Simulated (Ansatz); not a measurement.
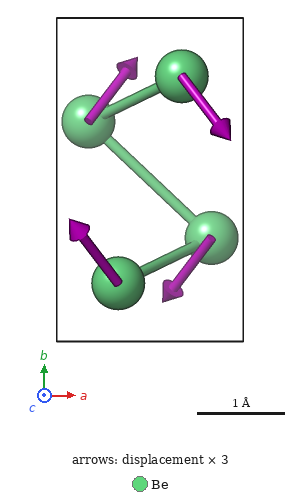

A relaxation of solid Be (set up in P2_12_12) (coarse preliminary run). The starting structure is drawn; purple arrows show the displacements (the part carried along by the change of the cell is left out), magnified 3 times.

A ball-and-stick model of the cell of the calculation, seen along the c axis.

The calculation used Ansatz 0.2.0, DFT PBE, scalar-relativistic, plane waves, PAW. Settings: plane-wave cutoff 420 eV; k-point mesh 10 × 6 × 6; occupations gaussian; smearing width 0.1 eV; no spin polarisation; cell and atoms relaxed; force threshold 0.05 eV/Å; at most 70 steps.

Q: What happened in the run?

A: The largest moves relative to the cell, 0.36 Å, are those of Be atoms. The volume changes by +13.3 %, with a 2.168 → 2.398 Å (+10.6 %), b 3.755 → 3.592 Å (−4.3 %), c 3.416 → 3.657 Å (+7.1 %). Some distances before and after: Be–Be 2.797 → 2.160 Å, Be–Be 1.540 → 2.159 Å, Be–Be 1.822 → 2.186 Å, Be–Be 2.514 → 2.160 Å. The space group (tolerance 0.01 Å) goes from P2_12_12 (No. 18) to Fmmm (No. 69). After 10 accepted moves (13 points after the start) the energy has fallen by 4.866 eV per cell of the calculation. Largest force component: 5.7 eV/Å at the start, 0.0043 eV/Å at the end. The pressure goes from 62.50 to −0.05 GPa. The line search rejected the trial step at point 11 of the run. At 2 points the geometry stayed and the basis and grid were re-selected for the new cell (energy shift of 2.2 meV per cell of the calculation at most each time). The run took 20 s on 2 threads of Arm Neoverse V2 (shared host), peak memory 0.32 GiB.
